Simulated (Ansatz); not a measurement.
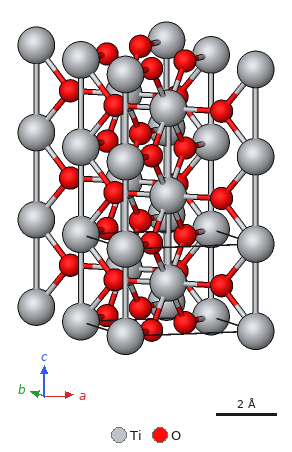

This is the input geometry for a relaxation of solid TiO2 (built on the rutile host type). A ball-and-stick model of the cell of the calculation, repeated 1 × 2 × 3 with one cell outlined, seen slightly off an axis.

Level of theory: DFT, PBEsol, plane waves, PAW in Ansatz.

Input file:
```yaml
crystal:
  lattice:
    - [4.643606068, 0.0, 0.0]
    - [0.0, 4.643606068, 0.0]
    - [0.0, 0.0, 2.9638114989]
  atoms:
    - { symbol: Ti, position: [0.5, 0.5, 0.5] }
    - { symbol: Ti, position: [0.0, 0.0, 0.0] }
    - { symbol: O, position: [0.1948658318, 0.8051341682, 0.5] }
    - { symbol: O, position: [0.8051341682, 0.1948658318, 0.5] }
    - { symbol: O, position: [0.3051341682, 0.3051341682, 0.0] }
    - { symbol: O, position: [0.6948658318, 0.6948658318, 0.0] }
kpoints:
  mp_grid: { grid: [6, 6, 8] }
hamiltonian:
  xc: pbesol
scf:
  occupations: { method: fermi_dirac, width: 0.02 }
relax:
  f_tol: 0.005
  cell: {}
```

Command:
```bash
ansatz run input.yaml --threads 2 --pin off --max-ram 29491MiB --backend cpu --events-out ev --progress --plain --runs-dir out
```

Question: What does the optimiser find from here?

Answer: After 5 accepted moves (7 points after the start) the energy has fallen by 6.9 meV per atom. The largest force component goes from 0.05 to 0.00013 eV/Å. Pressure: −6.80 GPa at the start and 0.00 GPa at the end. At 2 points the geometry stayed and the basis and grid were re-selected for the new cell (energy shift of 1.3 meV per atom at most each time). The largest moves relative to the cell, 0.004 Å, are those of O3, O4, O5 and O6. O3 goes along [1 −1 0]. Ti stays in place. The drawn cell changes as follows: a = b 4.644 → 4.591 Å (−1.1 %), c 2.964 → 2.939 Å (−0.8 %); the volume changes by −3.1 %. Among the contacts that change: Ti1–O3 2.004 → 1.977 Å, Ti1–Ti1 2.964 → 2.939 Å, Ti1–O5 1.958 → 1.942 Å. The space group stays P4_2/mnm (No. 136). Cost: 13 s on 2 threads of AMD EPYC 7R13 Processor (Zen 3), with other jobs on the host, peak memory 0.54 GiB.

History of the run:

| step | E − E(0), meV/atom | largest force component, eV/Å | pressure, GPa | volume, Å³/atom | note |
| --- | --- | --- | --- | --- | --- |
| 0 | 0.00 | 0.0500 | -6.80 | 10.651 |  |
| 1 | -7.33 | 0.0056 | -1.80 | 10.421 |  |
| 2 | -8.23 | 0.0185 | 0.11 | 10.336 |  |
| 3 | -8.24 | 0.0042 | 0.04 | 10.335 |  |
| 4 | -8.24 | 0.0000 | 0.00 | 10.336 |  |
| 5 | -6.95 | 0.0002 | -0.24 | 10.336 | same geometry, new basis |
| 6 | -7.01 | 0.0001 | 0.00 | 10.326 |  |
| 7 | -6.93 | 0.0001 | 0.00 | 10.326 | same geometry, new basis |

The structure at the end:

```
Ti O
1.0
     4.59127    0.00000    0.00000
     0.00000    4.59127    0.00000
     0.00000    0.00000    2.93900
Ti O
2 4
Direct
  0.50000 0.50000 0.50000
  0.00000 0.00000 0.00000
  0.19556 0.80444 0.50000
  0.80444 0.19556 0.50000
  0.30444 0.30444 0.00000
  0.69556 0.69556 0.00000
```

After the run, drawn alike:

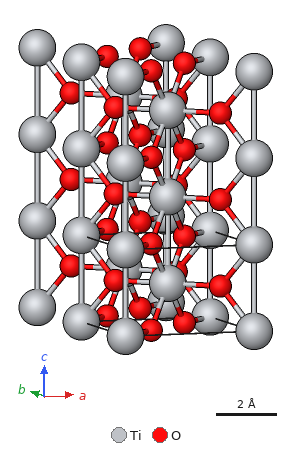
